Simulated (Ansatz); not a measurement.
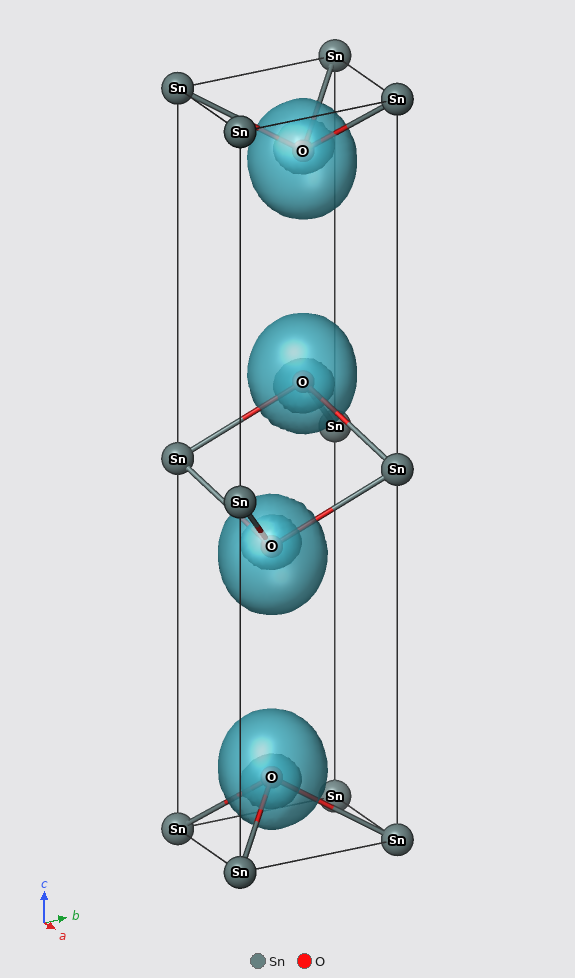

The picture shows: SnO$_{2}$. Isosurface of the ELF at 0.75 (cyan), seen slightly off an axis. Core shells and regions of very low density are left out. Sticks mark near contacts.

Space group P6₃/mmc; a structure from a database of computed crystals, not necessarily the ambient phase; computed pressure about −3 GPa in this cell.

Method: Ansatz 0.2.0, Kohn-Sham DFT of a periodic cell, PBE, Ansatz PAW.

In a PAW calculation such maps are meaningful between the atoms, not at the nuclei.

Question: Where are the electrons localised?

Answer: At this value the surface marks out four regions wrapped around O (the valence shell of each), counted in one cell of 6 atoms. Regions shared between cells count once.

Values along the shortest contacts:
Sn–O (2.14 Å): the ELF peaks at about 0.80 in the valence shell of O, 0.6 Å from its nucleus, and is about 0.25 at the midpoint (no localised pair shows between them).
